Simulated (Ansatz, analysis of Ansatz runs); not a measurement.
# Reproducing a measured charge-transition level: N on an O site in ZnO, part 2 of 3

How near does this set-up come to the measured charge-transition level? Subject: N on an O site in ZnO. Set-up: PBEsol, 72-site cell, PBEsol lattice, 420 eV, k: the single point 1/4 1/4 1/4 then 2x2x2 shifted 0.5 0.5 0.5, started with the impurity moved along one bond. The model is a cell of 72 host atoms with 1 O taken out and 1 N put in. The level is the Fermi energy at which two charge states have equal formation energy, after a correction for the images of the charge. A local or semilocal functional is the cheapest first rung.

Ansatz 0.2.0; PBEsol, 72-site cell, PBEsol lattice, 420 eV, k: the single point 1/4 1/4 1/4 then 2x2x2 shifted 0.5 0.5 0.5, started with the impurity moved along one bond.

So far: The starting structure; Relaxation, charge 0.

**2. Relaxation, charge 0 (continued)**

Level of this step: plane-wave PAW DFT, PBEsol; relaxation of all atoms of a defect supercell (Ansatz).

Step by step:

| step | energy less that of the first step (eV) | largest force component (eV/Å) |
| --- | --- | --- |
| 1 | 0.0000 | 0.8852 |
| 2 | -0.1906 | 0.7404 |
| 3 | -0.2985 | 0.2248 |
| 4 | -0.3533 | 0.0907 |
| 5 | -0.3571 | 0.0352 |
| 6 | -0.3574 | 0.0399 |
| 7 | -0.3576 | 0.0244 |
| 8 | -0.3578 | 0.0040 |

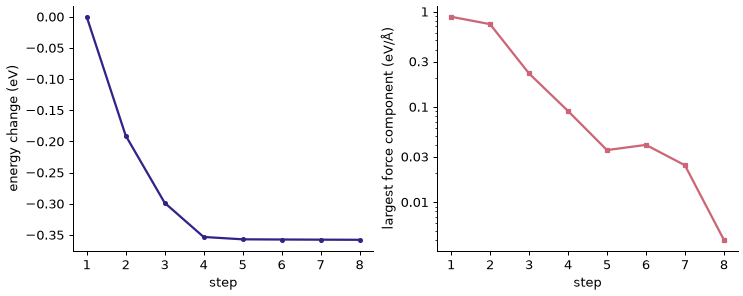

Energy and largest force along the relaxation.

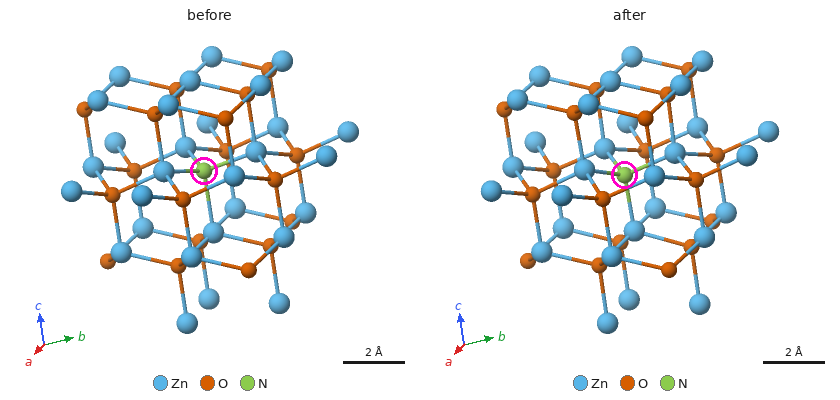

Before and after: the atoms that start within 5 Å of the centre. N36, which moves most, is ringed if it is among them.

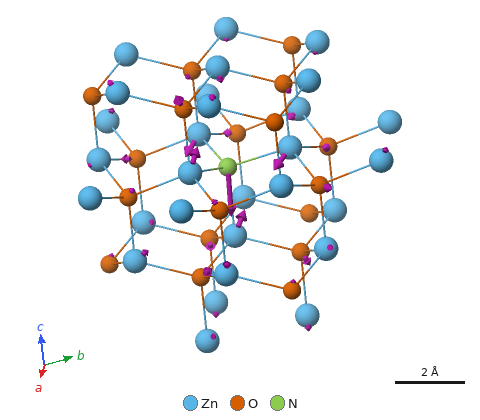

Displacements in the relaxation from the typed sites near the centre, exaggerated, the mean shift taken out; the longest in the cell stands for 0.15 Å.

The atoms that moved most (Å, from the sites as typed, ahead of the random displacement, the mean shift of all atoms taken out):

| atom | dx | dy | dz | length |
| --- | --- | --- | --- | --- |
| N36 | 0.007 | -0.004 | -0.150 | 0.150 |
| Zn46 | 0.054 | -0.037 | -0.035 | 0.074 |
| Zn14 | 0.059 | -0.030 | -0.033 | 0.074 |
| Zn33 | -0.043 | 0.023 | 0.045 | 0.067 |
| Zn38 | -0.038 | 0.018 | 0.047 | 0.063 |
| O39 | 0.021 | -0.012 | 0.042 | 0.048 |
| O35 | -0.035 | 0.021 | 0.006 | 0.041 |
| O11 | -0.019 | -0.001 | -0.033 | 0.038 |

Neighbours of N36 at the end:

| atom | distance (Å) |
| --- | --- |
| Zn46 | 1.927 |
| Zn14 | 1.929 |
| Zn33 | 1.931 |
| Zn38 | 1.938 |
| O35 | 3.173 |
| O15 | 3.202 |
| O47 | 3.203 |
| Zn37 | 3.213 |
| O60 | 3.214 |
| O28 | 3.218 |
| O12 | 3.221 |
| O44 | 3.221 |
| O43 | 3.244 |
| O11 | 3.245 |
| O39 | 3.249 |
| O68 | 3.264 |

Read from the output:

| Quantity | Value |
| --- | --- |
| free energy | -138132.9667 eV |
| total moment | 1.000 μB |
| integral of the absolute spin density | 1.114 μB |
| spin contamination | 0.002496 |

The relaxation ends 5.0 meV an atom lower than the displaced start, with a largest force component of 0.0040 eV/Å.

**3. Relaxation, charge −1**

The input displaces the atoms at random before the relaxation, so that it can leave a symmetric saddle if there is one.

Contents of relax1/input.yaml:

```yaml
relax:
  f_tol: 0.02
  max_steps: 80
  random_displacement: { amplitude: 0.02, seed: 611 }
crystal:
  lattice:
    - [9.69022245, 0.0, 0.0]
    - [-4.84511122, 8.39197881, 0.0]
    - [0.0, 0.0, 10.42819828]
  atoms:
    - { symbol: Zn, position: [0.111111111, 0.222222222, 0.250014941] }
    - { symbol: Zn, position: [0.222222222, 0.111111111, 1.4941e-05] }
    - { symbol: O, position: [0.222222222, 0.111111111, 0.189490059] }
    - { symbol: O, position: [0.111111111, 0.222222222, 0.439490059] }
    - { symbol: Zn, position: [0.111111111, 0.222222222, 0.750014941] }
    - { symbol: Zn, position: [0.222222222, 0.111111111, 0.500014941] }
    - { symbol: O, position: [0.222222222, 0.111111111, 0.689490059] }
    - { symbol: O, position: [0.111111111, 0.222222222, 0.939490059] }
    - { symbol: Zn, position: [0.111111111, 0.555555556, 0.250014941] }
    - { symbol: Zn, position: [0.222222222, 0.444444444, 1.4941e-05] }
    - { symbol: O, position: [0.222222222, 0.444444444, 0.189490059] }
    - { symbol: O, position: [0.111111111, 0.555555556, 0.439490059] }
    - { symbol: Zn, position: [0.111111111, 0.555555556, 0.750014941] }
    - { symbol: Zn, position: [0.222222222, 0.444444444, 0.500014941] }
    - { symbol: O, position: [0.222222222, 0.444444444, 0.689490059] }
    - { symbol: O, position: [0.111111111, 0.555555556, 0.939490059] }
    - { symbol: Zn, position: [0.111111111, 0.888888889, 0.250014941] }
    - { symbol: Zn, position: [0.222222222, 0.777777778, 1.4941e-05] }
    - { symbol: O, position: [0.222222222, 0.777777778, 0.189490059] }
    - { symbol: O, position: [0.111111111, 0.888888889, 0.439490059] }
    - { symbol: Zn, position: [0.111111111, 0.888888889, 0.750014941] }
    - { symbol: Zn, position: [0.222222222, 0.777777778, 0.500014941] }
    - { symbol: O, position: [0.222222222, 0.777777778, 0.689490059] }
    - { symbol: O, position: [0.111111111, 0.888888889, 0.939490059] }
    - { symbol: Zn, position: [0.444444444, 0.222222222, 0.250014941] }
    - { symbol: Zn, position: [0.555555556, 0.111111111, 1.4941e-05] }
    - { symbol: O, position: [0.555555556, 0.111111111, 0.189490059] }
    - { symbol: O, position: [0.444444444, 0.222222222, 0.439490059] }
    - { symbol: Zn, position: [0.444444444, 0.222222222, 0.750014941] }
    - { symbol: Zn, position: [0.555555556, 0.111111111, 0.500014941] }
    - { symbol: O, position: [0.555555556, 0.111111111, 0.689490059] }
    - { symbol: O, position: [0.444444444, 0.222222222, 0.939490059] }
    - { symbol: Zn, position: [0.444444444, 0.555555556, 0.250014941] }
    - { symbol: Zn, position: [0.555555556, 0.444444444, 1.4941e-05] }
    - { symbol: O, position: [0.555555556, 0.444444444, 0.189490059] }
    - { symbol: "N", position: [0.444444444, 0.555555556, 0.453874135] }
    - { symbol: Zn, position: [0.444444444, 0.555555556, 0.750014941] }
    - { symbol: Zn, position: [0.555555556, 0.444444444, 0.500014941] }
    - { symbol: O, position: [0.555555556, 0.444444444, 0.689490059] }
    - { symbol: O, position: [0.444444444, 0.555555556, 0.939490059] }
    - { symbol: Zn, position: [0.444444444, 0.888888889, 0.250014941] }
    - { symbol: Zn, position: [0.555555556, 0.777777778, 1.4941e-05] }
    - { symbol: O, position: [0.555555556, 0.777777778, 0.189490059] }
    - { symbol: O, position: [0.444444444, 0.888888889, 0.439490059] }
    - { symbol: Zn, position: [0.444444444, 0.888888889, 0.750014941] }
    - { symbol: Zn, position: [0.555555556, 0.777777778, 0.500014941] }
    - { symbol: O, position: [0.555555556, 0.777777778, 0.689490059] }
    - { symbol: O, position: [0.444444444, 0.888888889, 0.939490059] }
    - { symbol: Zn, position: [0.777777778, 0.222222222, 0.250014941] }
    - { symbol: Zn, position: [0.888888889, 0.111111111, 1.4941e-05] }
    - { symbol: O, position: [0.888888889, 0.111111111, 0.189490059] }
    - { symbol: O, position: [0.777777778, 0.222222222, 0.439490059] }
    - { symbol: Zn, position: [0.777777778, 0.222222222, 0.750014941] }
    - { symbol: Zn, position: [0.888888889, 0.111111111, 0.500014941] }
    - { symbol: O, position: [0.888888889, 0.111111111, 0.689490059] }
    - { symbol: O, position: [0.777777778, 0.222222222, 0.939490059] }
    - { symbol: Zn, position: [0.777777778, 0.555555556, 0.250014941] }
    - { symbol: Zn, position: [0.888888889, 0.444444444, 1.4941e-05] }
    - { symbol: O, position: [0.888888889, 0.444444444, 0.189490059] }
    - { symbol: O, position: [0.777777778, 0.555555556, 0.439490059] }
    - { symbol: Zn, position: [0.777777778, 0.555555556, 0.750014941] }
    - { symbol: Zn, position: [0.888888889, 0.444444444, 0.500014941] }
    - { symbol: O, position: [0.888888889, 0.444444444, 0.689490059] }
    - { symbol: O, position: [0.777777778, 0.555555556, 0.939490059] }
    - { symbol: Zn, position: [0.777777778, 0.888888889, 0.250014941] }
    - { symbol: Zn, position: [0.888888889, 0.777777778, 1.4941e-05] }
    - { symbol: O, position: [0.888888889, 0.777777778, 0.189490059] }
    - { symbol: O, position: [0.777777778, 0.888888889, 0.439490059] }
    - { symbol: Zn, position: [0.777777778, 0.888888889, 0.750014941] }
    - { symbol: Zn, position: [0.888888889, 0.777777778, 0.500014941] }
    - { symbol: O, position: [0.888888889, 0.777777778, 0.689490059] }
    - { symbol: O, position: [0.777777778, 0.888888889, 0.939490059] }
  host:
    repeats: [3, 3, 2]
    atoms:
      - { symbol: Zn, position: [0.333333333, 0.666666667, 0.500029882] }
      - { symbol: Zn, position: [0.666666667, 0.333333333, 2.9882e-05] }
      - { symbol: O, position: [0.666666667, 0.333333333, 0.378980118] }
      - { symbol: O, position: [0.333333333, 0.666666667, 0.878980118] }
total_charge: -1
basis:
  ecutwfc: 420
  xc_grid: 2
hamiltonian:
  xc: pbesol
kpoints:
  mp_grid: { grid: [1, 1, 1], shift: [0.25, 0.25, 0.25] }
scf:
  occupations: { method: fermi_dirac, width: 0.01 }
  max_iter: 120
output:
  forces: true
  charged_corrections:
    epsilon: [5.3, 5.3, 5.35]
    static_epsilon: [10.12, 10.12, 10.97]
    defect_position: [0.444444, 0.555556, 0.43949]
checkpoint:
  write: "../relax1.run"
  compress: false
  write_wavefunctions: true
  write_every: 100000
```

The run is started by

```
ansatz run input.yaml --threads 4 --pin off --max-ram 14131MiB --backend cpu --events-out ev --progress --plain --runs-dir out
```

Numbers of over 12 decimals in the logs are rounded to 6 here.

The log of the run:

```text
[...]
Crystal: 72 atoms, lattice volume = 848.023 Å³
Basis set: ecut = 420 eV, 16571 PW (Γ), exchange–correlation on 144×144×144 points (8 copies of the dense FFT grid, shifted against one another)
Bands: 396, of which v1, the nominal top of the filled ones, is band 324 counted from 1 (323 counted from 0)
Symmetry: 1 space group operations
k-points: 1
[...]
SCF iter   1: F=—  HF=-138125.705801 eV  |F-HF|=—  |Δ(HF+E_count)|=         —  Δρ=2.16e-2  dr2=2.94e0  ethr=1.77e-3  ⟨swp⟩=7.0  Hψ=1671  notcnv=0  defer=2
[...]
SCF iter   8: F=-138124.838906 eV  HF=-138124.838907 eV  |F-HF|=1.03e-6  |Δ(HF+E_count)|=   4.07e-5  Δρ=2.49e-5  dr2=5.05e-6  ethr=1.54e-9  ⟨swp⟩=4.0  Hψ=1337  notcnv=0
SCF 1 converged in 8 iterations: F = -138124.838906 eV  dr2 = 5.05e-6
[...]
--- Relaxed structure (6 steps of the walk, 6 accepted, 0 SCFs on fresh bases) ---
  F+E_penalty+E_count = -138125.50576217 eV   max|allowed force component| = 1.452e-2 eV/Å
  atoms:
    - { symbol: Zn, position: [0.112329, 0.224955, 0.251782] }
    - { symbol: Zn, position: [0.222432, 0.110728, 0.001691] }
    [... 8 atoms left out ...]
    - { symbol: O, position: [0.221034, 0.444063, 0.185243] }
    [... 2 atoms left out ...]
    - { symbol: Zn, position: [0.230249, 0.448211, 0.498487] }
    - { symbol: O, position: [0.218715, 0.442917, 0.692080] }
    [... 17 atoms left out ...]
    - { symbol: Zn, position: [0.444092, 0.555864, 0.256810] }
    [... 1 atom left out ...]
    - { symbol: O, position: [0.555763, 0.443872, 0.185274] }
    - { symbol: N, position: [0.444527, 0.554880, 0.439759] }
    [... 1 atom left out ...]
    - { symbol: Zn, position: [0.551691, 0.447587, 0.497960] }
    [... 4 atoms left out ...]
    - { symbol: O, position: [0.555812, 0.778809, 0.185102] }
    [... 2 atoms left out ...]
    - { symbol: Zn, position: [0.551200, 0.769282, 0.498281] }
    - { symbol: O, position: [0.556624, 0.780767, 0.691931] }
    [... 25 atoms left out ...]
[key lines of the parts left out:]
SCF converged after 4 iterations
Free energy (F): -138125.505762 eV
Fermi energy:    8.491287 eV
```

The job ended after 1.7 min (4 threads of Arm Neoverse V2, shared host; peak memory 2.1 GiB; 6.4 min of CPU time).

Relaxation path:

| step | energy less that of the first step (eV) | largest force component (eV/Å) |
| --- | --- | --- |
| 1 | 0.0000 | 1.9083 |
| 2 | -0.4377 | 1.2328 |
| 3 | -0.6625 | 0.0841 |
| 4 | -0.6648 | 0.1449 |
| 5 | -0.6669 | 0.0145 |
| 6 | -0.6669 | 0.0145 |

The atoms that moved most (Å, from the sites as typed, ahead of the random displacement, the mean shift of all atoms taken out):

| atom | dx | dy | dz | length |
| --- | --- | --- | --- | --- |
| N36 | 0.004 | -0.004 | -0.149 | 0.149 |
| Zn46 | -0.001 | -0.069 | -0.020 | 0.072 |
| Zn14 | 0.060 | 0.034 | -0.018 | 0.071 |
| Zn33 | -0.005 | 0.005 | 0.069 | 0.069 |
| Zn37 | -0.002 | 0.001 | -0.067 | 0.067 |
| Zn38 | -0.053 | 0.028 | -0.024 | 0.064 |
| O43 | -0.002 | 0.011 | -0.048 | 0.049 |
| O11 | -0.010 | -0.001 | -0.046 | 0.047 |

Neighbours of N36 at the end:

| atom | distance (Å) |
| --- | --- |
| Zn38 | 1.899 |
| Zn14 | 1.900 |
| Zn46 | 1.900 |
| Zn33 | 1.908 |
| Zn37 | 3.171 |
| O39 | 3.234 |
| O47 | 3.242 |
| O15 | 3.243 |
| O35 | 3.244 |
| O4 | 3.246 |
| O68 | 3.248 |
| O11 | 3.250 |
| O28 | 3.250 |
| O60 | 3.250 |
| O12 | 3.253 |
| O43 | 3.253 |

Numbers from this step:

- free energy: -138125.5058 eV

The relaxation ends 9.3 meV an atom lower than the displaced start, with a largest force component of 0.015 eV/Å.

(Part 2 of 3 ends here.)

[Logs are printed without paths, hosts, clocks, repeated set-up lines and the standing remarks that a program may print on its own settings, such as how far it seeks lower states.]

[Hosts, paths, dates, database ids (printed as entryN), source tags and the programs' standing remarks are cut or masked in the printed files.]

[For some hosts the program warned that the k-mesh of the response run may be too coarse for force constants and the static dielectric constant; such warnings are not shown here.]
